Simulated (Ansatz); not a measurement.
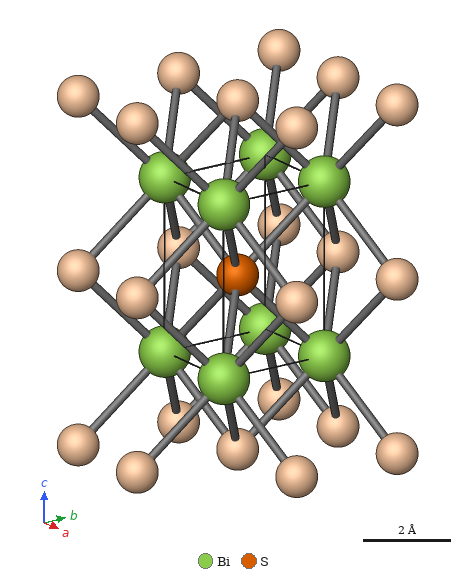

An orthographic ball-and-stick view of the structure, slightly off an axis. Thin lines show the conventional unit cell, with boundary atoms drawn in all their periodic places. Neighbours across the faces are drawn wherever a bond reaches them, in fainter colours. Cell: a = 3.72 Å, b = 3.72 Å, c = 4.09 Å, α = 90.00°, β = 90.00°, γ = 120.00°.

The model was built from a structure type filled with these elements by a generator (whether the compound takes this form wasn't checked). Earlier steps of the study, as a rule a relaxation of our own, may have changed the cell and positions, so they can lie some per cent off the listed ones. It was run through Ansatz as a DFT input.

**What is this?**

The solid is BiS. It is primitive hexagonal, space group P-6m2 (No. 187). The structure type is tungsten carbide (WC) type. It has 2 atoms to the cell (1 Bi, 1 S). The coordination shell of Bi holds six S in a trigonal prismatic arrangement at about 3.0 Å. S bonds to six Bi in a trigonal prismatic arrangement at about 3.0 Å. The bonds build a three-dimensional framework.

Results below were computed with Ansatz 0.2.0, DFT r2SCAN, scalar-relativistic, plane waves, PAW; the settings were a kinetic-energy cutoff of 500 eV, k-mesh 10×10×8, Gaussian smearing of 0.05 eV, no spin polarisation.

**What is the electronic character?**

A metal: bands cross the Fermi level.

**What are the atomic charges by Bader's partition?**

Bi +0.92 e; S -0.92 e.

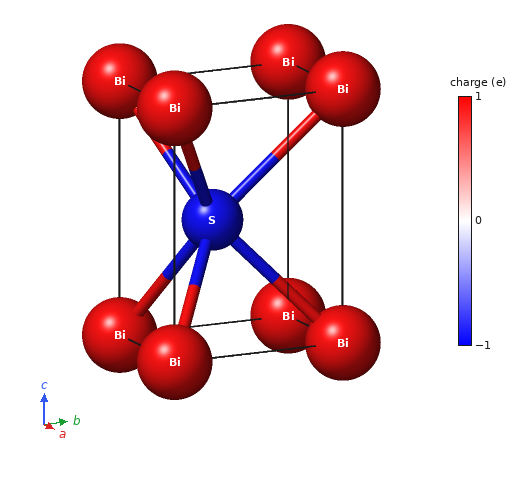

The atoms coloured by those charges. The run's cell of 2 atoms is drawn.

**Is the structure relaxed at this level of theory?**

Yes. All forces vanish to within 0.01 eV/Å. The pressure is 0.0 GPa, close to zero.
